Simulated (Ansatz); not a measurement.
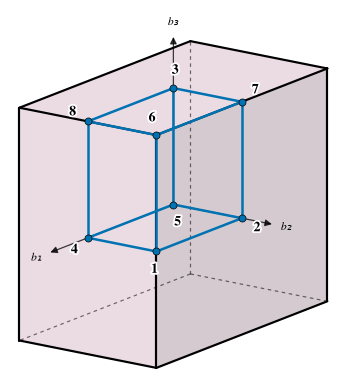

The first Brillouin zone of a primitive orthorhombic lattice (oP; extended symbol oP1) is drawn with its special points numbered. Crystal: SnO, the input geometry of an electronic-structure calculation (not necessarily at equilibrium). The drawing is computed from the coordinates (standard cell, symmetry found to 0.002 Å).

a = 3.303 Å, b = 5.758 Å, c = 4.001 Å, α = 90.00°, β = 90.00°, γ = 90.00°.

Labels and path follow the convention of Hinuma et al. (2017), as computed by seekpath; the arrows show the directions of the reciprocal primitive vectors b₁, b₂, b₃, in which coordinates are given.

Q: Give the label and coordinates of each numbered point.

A:
```csv
no.,label,coordinates
1,S,"(1/2, 1/2, 0)"
2,Y,"(0, 1/2, 0)"
3,Z,"(0, 0, 1/2)"
4,X,"(1/2, 0, 0)"
5,Γ,"(0, 0, 0)"
6,R,"(1/2, 1/2, 1/2)"
7,T,"(0, 1/2, 1/2)"
8,U,"(1/2, 0, 1/2)"
```
